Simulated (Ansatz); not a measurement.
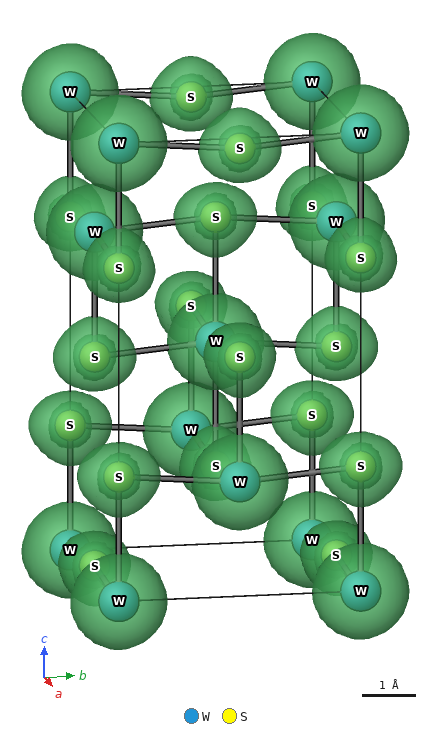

The picture shows: WS2. Isosurface of the valence pseudo-density at 1 e/Å³ (green), seen slightly off an axis. Sticks mark near contacts.

Space group I4₁/amd; started from the anatase prototype, which need not be the ambient phase.

These are results of Ansatz 0.2.0, DFT, PBEsol, plane waves, PAW, not measurements.

Core electrons are frozen (PAW), and the valence fields are smoothed inside the atomic spheres.

```
W S
1.0
     4.71484    0.00000    0.00000
     0.00000    4.71484    0.00000
     0.00000    0.00000    8.95902
W S
4 8
Direct
  0.00000 0.50000 0.25000
  0.50000 0.00000 0.75000
  0.00000 0.00000 0.00000
  0.50000 0.50000 0.50000
  0.50000 0.00000 0.47785
  0.00000 0.50000 0.97785
  0.00000 0.00000 0.72785
  0.50000 0.50000 0.22785
  0.00000 0.00000 0.27215
  0.50000 0.50000 0.77215
  0.50000 0.00000 0.02215
  0.00000 0.50000 0.52215
```

> What does this surface tell about the bonding?

At this value the density breaks into separate islands; it holds about 45 % of the electrons treated as valence (semicore included). It bridges none of the near contacts. It is pinched off along the shortest W–S (2.37 Å) and W–S (2.44 Å) contacts. On the grid the lowest density along these lines, outside the cores, is 0.6 e/Å³ (W–S, 2.37 Å) and 0.56 e/Å³ (W–S, 2.44 Å).
